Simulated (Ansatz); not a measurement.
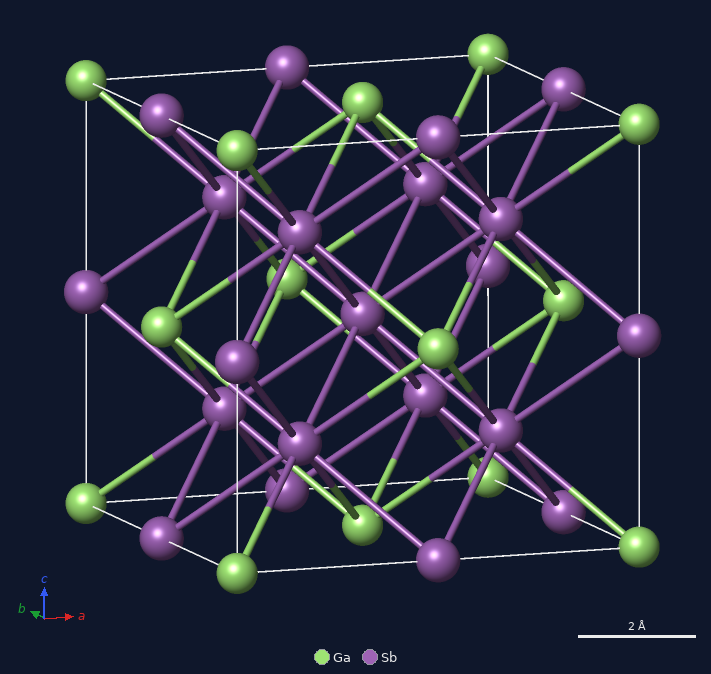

We look at a ball-and-stick model of the crystal slightly off an axis. The conventional unit cell is outlined; an atom on or near a face, edge or corner is repeated at each equivalent position.

Describe the arrangement of the atoms.

- It has the composition GaSb3.
- Its lattice is face-centred cubic, its space group Fm-3m (No. 225).
- The structure is of the kind named D0₃ (BiF₃ or Fe₃Al type).
- The cell comprises 4 formula units: 4 Ga, 12 Sb.
- Counting contacts within bonding distance, the coordination numbers are Ga 8 and Sb 8.

Source of the structure: a structure listed in the Materials Project. Relaxation method: DFT r2SCAN, scalar-relativistic, plane waves, PAW in Ansatz 0.2.0.
